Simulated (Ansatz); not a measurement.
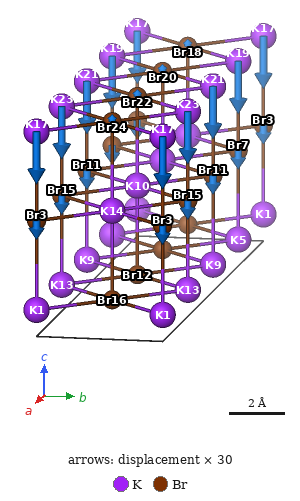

This is a constrained relaxation of a slab of composition KBr (cut from the Fm-3m phase). The starting structure is drawn; blue arrows show the displacements, magnified 30 times.

A ball-and-stick model of the cell of the calculation, outlined in the plane, without the vacuum, seen slightly off an axis.

Case: flat (0 0 1) slab. 8 atoms are held fixed.

All numbers below come from Ansatz, DFT PBE, scalar-relativistic, plane waves, PAW. (plane-wave cutoff 420 eV; k-point mesh 2 × 6 × 1; occupations gaussian; smearing width 0.05 eV; no spin polarisation; dipole correction; atoms relaxed in a fixed cell; force threshold 0.02 eV/Å; at most 45 steps)

**What happened in the run?**

The largest moves, 0.067 Å, are those of K atoms. Largest moves by element: K 0.067 Å, Br 0.024 Å. The cell stays as it was. Some distances before and after: Br–K 3.350 → 3.308 Å, Br–K 3.350 → 3.362 Å. Bond angles that change, for instance: Br–K–Br 180.0° → 177.4°, K–Br–K 180.0° → 177.4°. The energy falls by 12.0 meV per cell of the calculation in 2 geometry steps. Largest force component: 0.081 eV/Å at the start, 0.0037 eV/Å at the end. The run took 3.9 min on 4 threads of Arm Neoverse V1, with other jobs on the host, peak memory 4.7 GiB.
